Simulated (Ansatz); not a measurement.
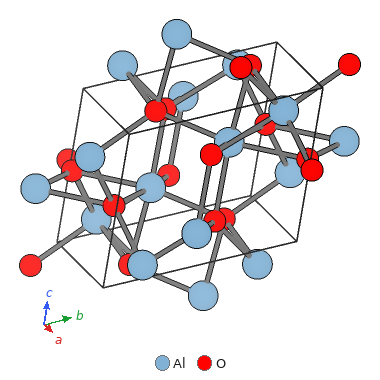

The system is Al₂O₃ (R-3c, No. 167; 10 atoms in the cell); the picture shows the reference structure. The energy is mapped over volume and the cell's shape. First axis: volume per atom. Second axis: c/a of the conventional cell. Nothing is relaxed (fractional coordinates fixed). Grid: 7 × 7 points. Points are written as (first, second). All energies are given in meV/atom relative to the lowest grid point. These are results of DFT PBEsol, scalar-relativistic, plane waves, PAW in Ansatz, not measurements. Settings: cutoff 520 eV, k-mesh 6×6×6, gaussian smearing 0.05 eV, no spin polarisation.

Its coordinates:

```xyz
10
Lattice="2.3866 1.3779 4.3377 -2.3866 1.3779 4.3377 0.0000 -2.7559 4.3377" Properties=species:S:1:pos:R:3 pbc="T T T"
Al    0.0000    0.0000   11.0877
Al    0.0000    0.0000    8.4321
Al    0.0000    0.0000    1.9255
Al    0.0000    0.0000    4.5811
O    -0.9267   -1.3779    5.4221
O     1.6567   -0.1136    5.4221
O    -0.7300    1.4915    5.4221
O     0.9267    1.3779    7.5910
O    -1.6567    0.1136    7.5910
O     0.7300   -1.4915    7.5910
```

Range: volume per atom from 7.19 to 9.93 Å³; c/a of the conventional cell from 2.516 to 2.954.

What will the energy surface look like?

Answer. The lowest grid point is at (8.56 Å³, 2.726). It is the only kind of minimum in the scanned range. The highest grid point, (7.19 Å³, 2.954), lies 283 meV/atom above the lowest. Round the minimum the two coordinates are nearly uncoupled. The gap on the k-mesh is 6.0 eV at the lowest point and runs from 3.7 to 8.3 eV over the map.

```
c/a of the conventional cell ↓, volume per atom →  7.19  7.65  8.10  8.56  9.02  9.47  9.93
                                            2.954   283   145    71    47    60   102   167
                                            2.876   251   115    43    21    36    79   144
                                            2.800   231    97    26     5    21    66   132
                                            2.726   221    89    20     0    17    62   130
                                            2.654   223    92    24     5    23    69   136
                                            2.584   236   106    39    20    38    84   152
                                            2.516   260   130    63    45    63   110   177
```

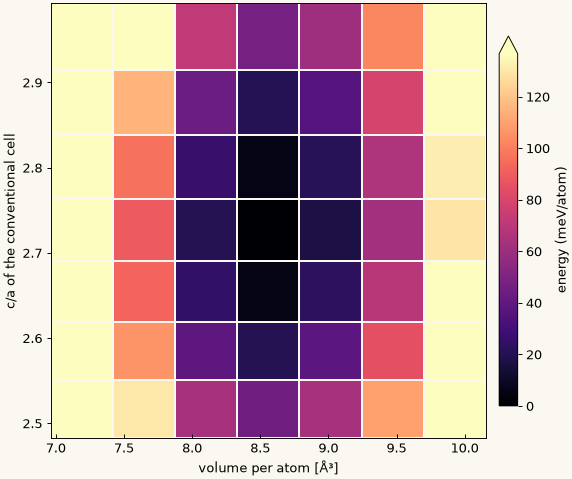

The picture shows one coloured cell a grid point, one colour for all values above the top of the scale.

Each point was launched as `ansatz run input.yaml --threads 2 --pin off --max-ram 4096MiB --backend cpu --events-out ev --progress --plain --runs-dir out`. Time for the 49 points that were run: 6.6 min on 2 threads of Arm Neoverse N1, with other jobs on the host.

PAW datasets: the set soft_1.
